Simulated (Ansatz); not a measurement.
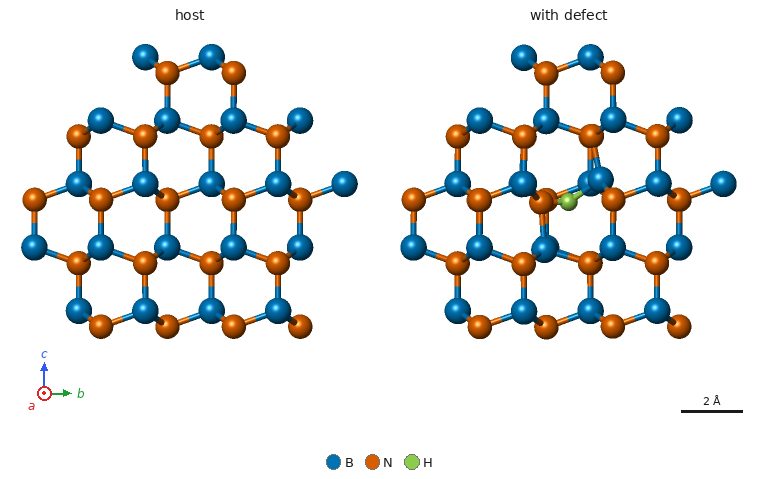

Left: perfect BN. Right: the same region with one point defect, after relaxing the atoms in a supercell of 96 sites. The picture is a ball-and-stick view of the atoms within 5.4 Å of one point, in a slice 5.0 Å thick across the line of sight, seen along the a axis.

Theory: DFT, PBEsol, PAW, plane waves in Ansatz 0.2.0. (plane-wave cutoff 420 eV; k-point mesh 1 × 1 × 1; mesh shifted by (0.25, 0.25, 0.25); no spin polarisation) Fermi-Dirac smearing of 0.01 eV. A uniform background neutralises the charged cell. The axes drawn are those of the host's conventional cell.

**Which defect is it?**

An extra hydrogen atom is put between the host's atoms (an interstitial).

The charge state of the cell is +1.

**What does the relaxation do around it?**

The H atom starts with 6 N at 1.66 to 1.97 Å, 6 B at 1.66 to 1.98 Å around its place and ends with 1 N at 1.03 Å. Of the host's atoms, a boron atom moves furthest from its site, by 0.36 Å. The H atom itself moves 1.03 Å from where it was put.

Limits of the set-up: the periodic images lie only 7.6 Å apart, so the values are limited by the cell's size; the cell is charged, on a uniform background, and energies carry no finite-size correction.
